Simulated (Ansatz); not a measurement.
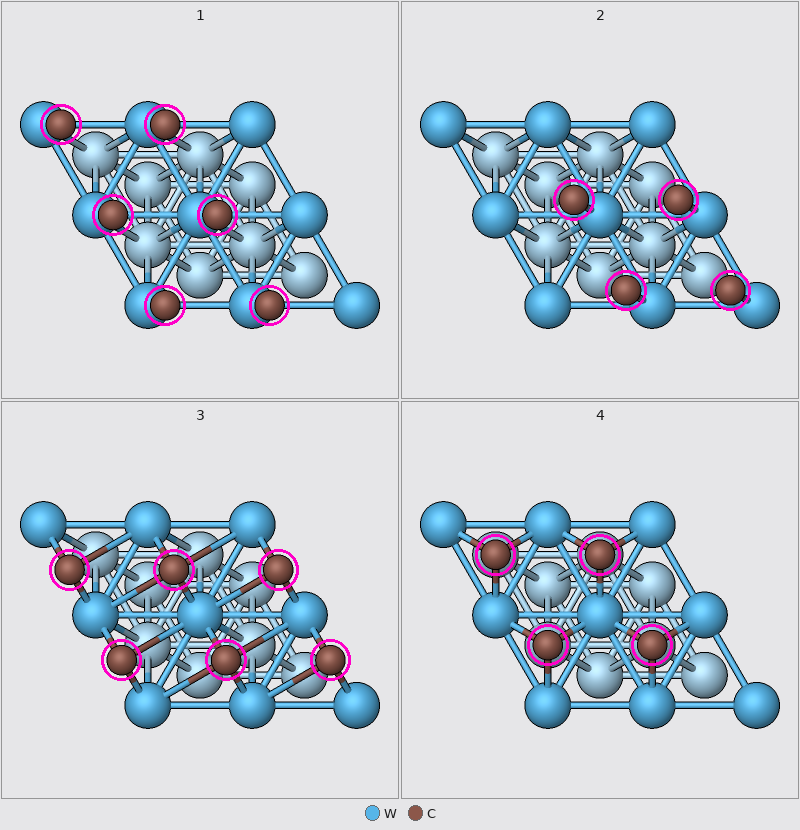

C on a W(111) slab cut from the Fm-3m phase, its upper half relaxed before the scan (3 atoms of substrate and one adsorbate in a 1 × 1 cell). C is moved over the surface cell; relaxed at each place: the height of the adsorbate's atoms; substrate rigid; the origin of the map has the adsorbate above W3. Places are given modulo a cell vector. The map is drawn in real space over the plane of the surface. The scan uses a 6 × 6 grid; 10 points were computed and 26 follow by symmetry. All energies are given in eV relative to the lowest grid point. With one adsorbate in each 1 × 1 cell, its nearest image is 2.9 Å away, so neighbouring adsorbates interact. All numbers below come from Ansatz, DFT PBE, scalar-relativistic, plane waves, PAW. Settings: cutoff 420 eV, k-mesh 9×9×1, gaussian smearing 0.1 eV, no spin polarisation.

The numbered pictures are structures from this grid. Rings mark the moved atoms.

**Which is the most stable, and how do the others follow?**

4, at a threefold hollow over a second-layer W atom, (2/6, 4/6) of the cell vectors: 0.12 eV; 3, at a bridge site between two W atoms, (0/6, 3/6) of the cell vectors: 0.91 eV; 2, at (5/6, 1/6) of the cell vectors [nearest 1 W at 1.84 Å]: 2.09 eV; 1, at (1/6, 0/6) of the cell vectors [nearest 1 W at 1.88 Å]: 2.66 eV.

The map, with the structures marked:

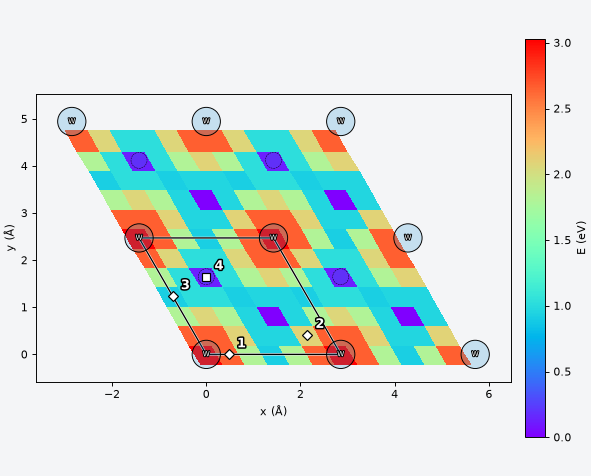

Drawn: one coloured cell a grid point, labelled circles for the atoms of the top layer and small ones for the second layer, the outline of one cell of the 2 × 2 shown.
